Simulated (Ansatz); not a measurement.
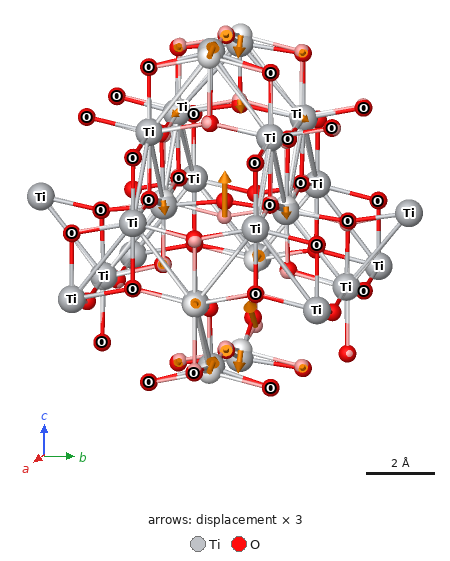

This is a relaxation of a defect cell of composition Ti$_{35}$O$_{71}$. The starting structure is drawn faded, the final one solid; orange arrows show the displacements, magnified 3 times.

The picture is a ball-and-stick view of the atoms within 5.8 Å of the atom that moves most (axes of the cell of the calculation (origin shifted)), seen slightly off an axis.

These are results of DFT, PBEsol, PAW, plane waves (Ansatz 0.2.0), not measurements. (plane-wave cutoff 420 eV; k-point mesh 1 × 1 × 1; mesh shifted by (0.25, 0.25, 0.25); collinear spin; atoms relaxed in a fixed cell; force threshold 0.03 eV/Å; at most 80 steps)

Question: Atoms of which element are displaced furthest, and by how much?

Answer: Oxygen: up to 0.48 Å, against 0.28 Å for titanium.

Question: What did the optimiser do to the structure, and how much energy did it gain?

Answer: The atom that moves furthest is an O atom (0.48 Å roughly along +c). Largest moves by element: O 0.48 Å, Ti 0.28 Å. The lattice vectors keep their values. Among the contacts that change: Ti–Ti 3.062 → 3.452 Å, O–Ti 1.983 → 2.184 Å, O–Ti 1.904 → 2.104 Å, Ti–Ti 3.051 → 2.880 Å. Among the angles between lasting bonds that change: Ti–O–Ti 103.1° → 138.1°, Ti–O–Ti 101.4° → 111.7°, Ti–O–Ti 154.0° → 163.7°. Over 10 geometry steps the energy falls by 3.566 eV per cell of the calculation. Largest force component: 4.3 eV/Å at the start, 0.011 eV/Å at the end.
